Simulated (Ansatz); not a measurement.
**Geometry relaxation of TiS$_{2}$ (part 3 of 3)**

TiS$_{2}$ (3 atoms in the cell); DFT PBE, scalar-relativistic, plane waves, PAW, no spin polarisation (Ansatz 0.2.0); cutoff 420 eV, 15×15×8 k-mesh, Gaussian smearing of 0.1 eV. The structure derives from an entry of the Crystallography Open Database.

Geometry of the input (Å; fractional positions):
```
3.3605  0.0000  0.0000
-1.6803  2.9103  0.0000
0.0000  0.0000  5.5201
Ti 0.0000  0.0000  0.0000
S  0.3333  0.6667  0.2587
S  0.6667  0.3333  0.7413
```

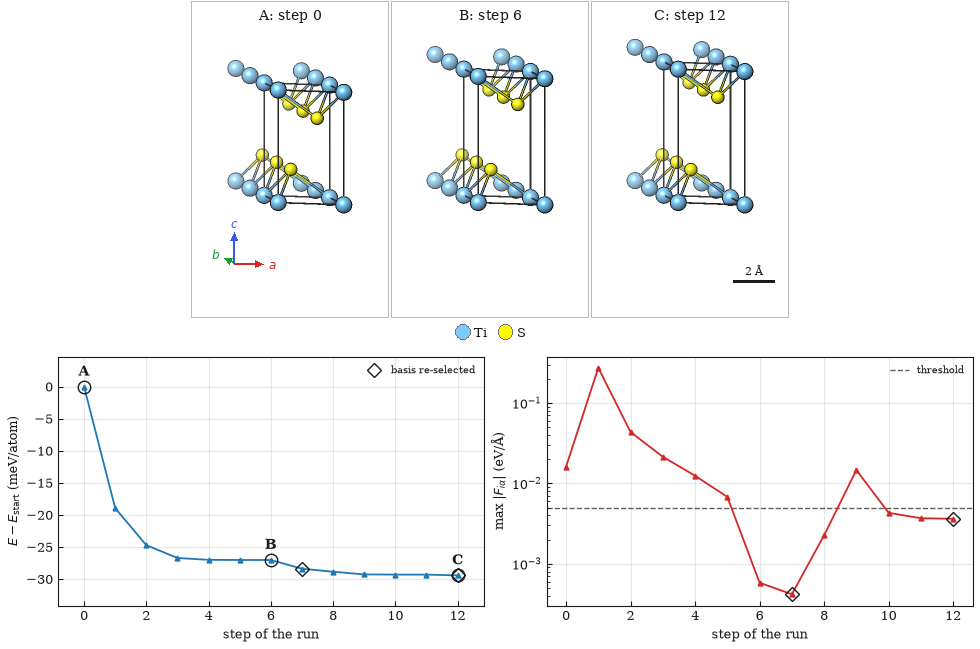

Frames of the relaxation (ball-and-stick view of the cell of the calculation, repeated 1 × 3 × 1, seen slightly off an axis) above the curves, on which the letters mark them (the first geometry is step 0 here and step 1 in the log).

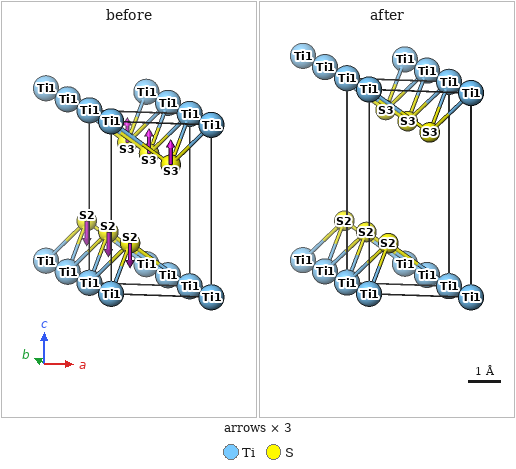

Before (left) and after (right) the relaxation, at one scale (ball-and-stick view of the cell of the calculation, repeated 1 × 3 × 1, seen slightly off an axis). The pink arrows give the displacements (without the part carried along by the change of the cell), magnified 3 times. The largest moves relative to the cell, 0.27 Å, are those of S2 and S3. Ti stays in place. The volume changes by +22.5 %, with a = b 3.361 → 3.416 Å (+1.7 %), c 5.520 → 6.542 Å (+18.5 %). Distances before and after: Ti1–S2 2.409 → 2.429 Å. The space group stays P-3m1 (No. 164). After 10 geometry steps the energy has fallen by 29.3 meV per atom. The largest force component goes from 0.016 to 0.0036 eV/Å. Pressure: 3.77 GPa at the start and 0.01 GPa at the end. The basis was re-selected once at an unchanged geometry, which shifts the energy a little without any move. The energy change given includes the shifts at the re-selections in mid-walk, which come without any move. A last SCF at the same geometry on a re-selected plane-wave basis shifts the energy by −0.1 meV per atom. (Atoms are counted from 1 in the order of the input.)

```
basis re-selected at this cell: Δ(F+E_penalty+E_count) = -3.505e-4 eV, ΔP = +0.000 GPa vs the last step (what re-selecting the basis moved, of the pressure what is left beyond the Pulay correction that the steps carried, after the strain that the cell walked since its last selection, with what the two solves' SCF thresholds leave and, on support functions, any second-order correction that the steps lacked; it is no measure of the basis error at this ecutwfc). This SCF's stress stands 4.33e-2 GPa from its target on what of the cell is left free (relax.cell.stress_tol is 5.00e-2 GPa) and its largest allowed force component is 3.63e-3 eV/Å (relax.f_tol is 5.00e-3 eV/Å): within both
SCF converged after 8 iterations
Free energy (F): -4307.702161 eV
Harris-Foulkes:  -4307.702161 eV  (|F-HF|=1.82e-12)
Internal energy: -4307.700636 eV  (E = F + TS)
E sigma→0 (E₀):  -4307.701399 eV
Entropy (-TS):   -0.001525 eV (-0.508 meV/atom)
Fermi energy:    6.001998 eV
--- Per-component energies (eV) ---
  E_band       = -257.766751
  E_kinetic    = 484.641862
  E_local      = -2025.385039  (includes V_loc(G=0)·N_el)
  E_nonlocal   = 62.595511
  E_hartree    = 848.069185
  E_xc         = -292.167686
  E_vxc        = -297.381324  (∫ρ·V_xc dr)
  E_paw        = -2246.711353  (= ΣΔE_a)
  E_vpaw       = -178.376250  (= ΣTr[D̂ρ^β])
  E_aug_tail   = 0.000130  (compensation charges beyond the density's cutoff)
  E_ewald      = -1138.743246
  E_smearing   = -0.001525  (= −TS)
  E_closure    = 0.000000  (closes the sum)
  Σ components = -4307.702161   (vs F -4307.702161, Δ=0.00e0)
--- Forces (eV/Å), atoms counted from 1 ---
  atom   1  Ti    -0.00000000     0.00000000     0.00000000
  atom   2  S     -0.00000000     0.00000000     0.00362698
  atom   3  S      0.00000000    -0.00000000    -0.00362698
  max |Σ_I F_I| component: 5.30e-31 eV/Å
--- Stress (GPa, compression-positive) ---
       -0.013376       0.000000       0.000000
       -0.000000      -0.013376      -0.000000
        0.000000      -0.000000       0.043263
  P = ⅓ Tr σ = 0.0055 GPa (0.055 kbar)
--- Band table (eV; the first three rows and the last of 192) ---
  k-point 0: bands = ["-51.6809", "-27.9108", "-27.8612", "-27.8612", "-7.5568", "-6.2403", "1.1839", "3.2317", "3.2317", "5.1703", "6.0244", "6.0244", "6.4522", "6.4522", "6.9419", "9.5887"]
  k-point 1: bands = ["-51.6809", "-27.9108", "-27.8612", "-27.8612", "-7.5475", "-6.2567", "1.2468", "3.2325", "3.2325", "5.0041", "6.0206", "6.0206", "6.4518", "6.4518", "7.0189", "9.5965"]
  k-point 2: bands = ["-51.6809", "-27.9108", "-27.8612", "-27.8612", "-7.5242", "-6.2970", "1.4128", "3.2345", "3.2345", "4.6330", "6.0113", "6.0113", "6.4509", "6.4509", "7.1615", "9.6154"]
  k-point 191: bands = ["-51.6678", "-27.9484", "-27.9484", "-27.8826", "-5.8324", "-5.8324", "1.8206", "1.8206", "2.0374", "3.2988", "3.6700", "3.6700", "7.1224", "7.5484", "7.5484", "9.3489"]
--- Relaxed structure (11 steps of the walk, 11 accepted, 2 SCFs on fresh bases) ---
  F+E_penalty+E_count = -4307.70216126 eV   max|allowed force component| = 3.627e-3 eV/Å   (the final SCF, on the basis selected at the relaxed cell)
  cell:  # Å, volume = 66.1107 Å³
    - [3.4160235419802416, -2.9344080440201904e-11, 2.1712743039781047e-17]
    - [-1.708011770964708, 2.9583631672952593, -2.1712743039996452e-17]
    - [3.566591018653458e-17, -2.0591722847905837e-17, 6.541834087518601]
  atoms:
    - { symbol: Ti, position: [-5.695447041888835e-34, 1.0919457065021203e-34, 3.2734862054216363e-21] }
    - { symbol: S, position: [0.33333333333333326, 0.6666666666666664, 0.2167979846410094] }
    - { symbol: S, position: [0.6666666666666664, 0.3333333333333332, 0.7832020153589907] }
```

### Trajectory as extended XYZ (Å, eV, eV/Å), 13 frames, from step=1 to step=13
```
3
Lattice="3.3605 0.0000 0.0000 -1.6803 2.9103 0.0000 0.0000 0.0000 5.5201" Properties=species:S:1:pos:R:3:forces:R:3 step=1 energy=-4307.61392 pressure_GPa=3.77
Ti    0.0000    0.0000    0.0000    0.0000   0.0000   0.0000
S     0.0000    1.9402    1.4279    0.0000   0.0000  -0.0160
S     1.6803    0.9701    4.0922    0.0000   0.0000   0.0160
3
Lattice="3.4428 0.0000 0.0000 -1.7214 2.9816 0.0000 0.0000 0.0000 5.7893" Properties=species:S:1:pos:R:3:forces:R:3 step=2 energy=-4307.67074 pressure_GPa=1.19
Ti    0.0000    0.0000    0.0000    0.0000   0.0000   0.0000
S     0.0000    1.9877    1.3796    0.0000   0.0000   0.2730
S     1.7214    0.9939    4.4097    0.0000   0.0000  -0.2730
3
Lattice="3.4256 0.0000 0.0000 -1.7128 2.9666 0.0000 0.0000 0.0000 5.9246" Properties=species:S:1:pos:R:3:forces:R:3 step=3 energy=-4307.68804 pressure_GPa=0.31
Ti    0.0000    0.0000    0.0000    0.0000   0.0000   0.0000
S     0.0000    1.9778    1.4075    0.0000   0.0000   0.0435
S     1.7128    0.9889    4.5171    0.0000   0.0000  -0.0435
3
Lattice="3.4133 0.0000 0.0000 -1.7067 2.9560 0.0000 0.0000 0.0000 6.0898" Properties=species:S:1:pos:R:3:forces:R:3 step=4 energy=-4307.69402 pressure_GPa=0.10
Ti    0.0000    0.0000    0.0000    0.0000   0.0000   0.0000
S     0.0000    1.9707    1.4196    0.0000   0.0000  -0.0214
S     1.7067    0.9853    4.6702    0.0000   0.0000   0.0214
3
Lattice="3.4185 0.0000 0.0000 -1.7092 2.9605 0.0000 0.0000 0.0000 6.1678" Properties=species:S:1:pos:R:3:forces:R:3 step=5 energy=-4307.69488 pressure_GPa=-0.12
Ti    0.0000    0.0000    0.0000    0.0000   0.0000   0.0000
S     0.0000    1.9737    1.4173    0.0000   0.0000  -0.0124
S     1.7092    0.9868    4.7505    0.0000   0.0000   0.0124
3
Lattice="3.4151 0.0000 0.0000 -1.7076 2.9576 0.0000 0.0000 0.0000 6.1859" Properties=species:S:1:pos:R:3:forces:R:3 step=6 energy=-4307.69496 pressure_GPa=0.05
Ti    0.0000    0.0000    0.0000    0.0000   0.0000   0.0000
S     0.0000    1.9717    1.4172    0.0000   0.0000   0.0068
S     1.7076    0.9859    4.7687    0.0000   0.0000  -0.0068
3
Lattice="3.4157 0.0000 0.0000 -1.7078 2.9581 0.0000 0.0000 0.0000 6.1882" Properties=species:S:1:pos:R:3:forces:R:3 step=7 energy=-4307.69496 pressure_GPa=0.00
Ti    0.0000    0.0000    0.0000    0.0000   0.0000   0.0000
S     0.0000    1.9721    1.4175    0.0000   0.0000   0.0006
S     1.7078    0.9860    4.7707    0.0000   0.0000  -0.0006
3
Lattice="3.4157 0.0000 0.0000 -1.7078 2.9581 0.0000 0.0000 0.0000 6.1882" Properties=species:S:1:pos:R:3:forces:R:3 step=8 energy=-4307.69905 pressure_GPa=0.14
Ti    0.0000    0.0000    0.0000    0.0000   0.0000   0.0000
S     0.0000    1.9721    1.4175    0.0000   0.0000   0.0004
S     1.7078    0.9860    4.7707    0.0000   0.0000  -0.0004
3
Lattice="3.4156 0.0000 0.0000 -1.7078 2.9580 0.0000 0.0000 0.0000 6.2751" Properties=species:S:1:pos:R:3:forces:R:3 step=9 energy=-4307.70045 pressure_GPa=0.08
Ti    0.0000    0.0000    0.0000    0.0000   0.0000   0.0000
S     0.0000    1.9720    1.4182    0.0000   0.0000  -0.0023
S     1.7078    0.9860    4.8569    0.0000   0.0000   0.0023
3
Lattice="3.4154 0.0000 0.0000 -1.7077 2.9578 0.0000 0.0000 0.0000 6.4407" Properties=species:S:1:pos:R:3:forces:R:3 step=10 energy=-4307.70169 pressure_GPa=0.10
Ti    0.0000    0.0000    0.0000    0.0000   0.0000   0.0000
S     0.0000    1.9719    1.4174    0.0000   0.0000   0.0146
S     1.7077    0.9859    5.0233    0.0000   0.0000  -0.0146
3
Lattice="3.4153 0.0000 0.0000 -1.7076 2.9577 0.0000 0.0000 0.0000 6.4777" Properties=species:S:1:pos:R:3:forces:R:3 step=11 energy=-4307.70180 pressure_GPa=0.00
Ti    0.0000    0.0000    0.0000    0.0000   0.0000   0.0000
S     0.0000    1.9718    1.4191    0.0000   0.0000  -0.0043
S     1.7076    0.9859    5.0586    0.0000   0.0000   0.0043
3
Lattice="3.4160 0.0000 0.0000 -1.7080 2.9584 0.0000 0.0000 0.0000 6.5418" Properties=species:S:1:pos:R:3:forces:R:3 step=12 energy=-4307.70181 pressure_GPa=0.01
Ti    0.0000    0.0000    0.0000    0.0000   0.0000   0.0000
S     0.0000    1.9722    1.4183    0.0000   0.0000   0.0037
S     1.7080    0.9861    5.1236    0.0000   0.0000  -0.0037
3
Lattice="3.4160 0.0000 0.0000 -1.7080 2.9584 0.0000 0.0000 0.0000 6.5418" Properties=species:S:1:pos:R:3:forces:R:3 step=13 energy=-4307.70216 pressure_GPa=0.01
Ti    0.0000    0.0000    0.0000    0.0000   0.0000   0.0000
S     0.0000    1.9722    1.4183    0.0000   0.0000   0.0036
S     1.7080    0.9861    5.1236    0.0000   0.0000  -0.0036
```

### Summary

```json
{"quantity": "outcome", "value": "converged"}
{"quantity": "space group (tolerance 0.01 Å)", "value": "P-3m1 (164)"}
{"quantity": "electrons treated", "value": "24"}
{"quantity": "free energy", "value": "−4307.7022 eV"}
{"quantity": "Fermi energy", "value": "6.002 eV"}
{"quantity": "gap on the k-point mesh", "value": "none (metallic)"}
{"quantity": "pressure", "value": "0.01 GPa"}
{"quantity": "final volume", "value": "66.11 Å³"}
{"quantity": "largest force (length of the vector) at the end", "value": "0.004 eV/Å"}
{"quantity": "final cell", "value": "a = 3.416 Å, b = 3.416 Å, c = 6.542 Å, α = 90.00°, β = 90.00°, γ = 120.00°"}
{"quantity": "hardware", "value": "1 thread of Intel Xeon @ 2.70GHz, 189 GiB of memory available, shared host"}
{"quantity": "wall time", "value": "2.2 min"}
{"quantity": "peak memory", "value": "0.51 GiB"}
```
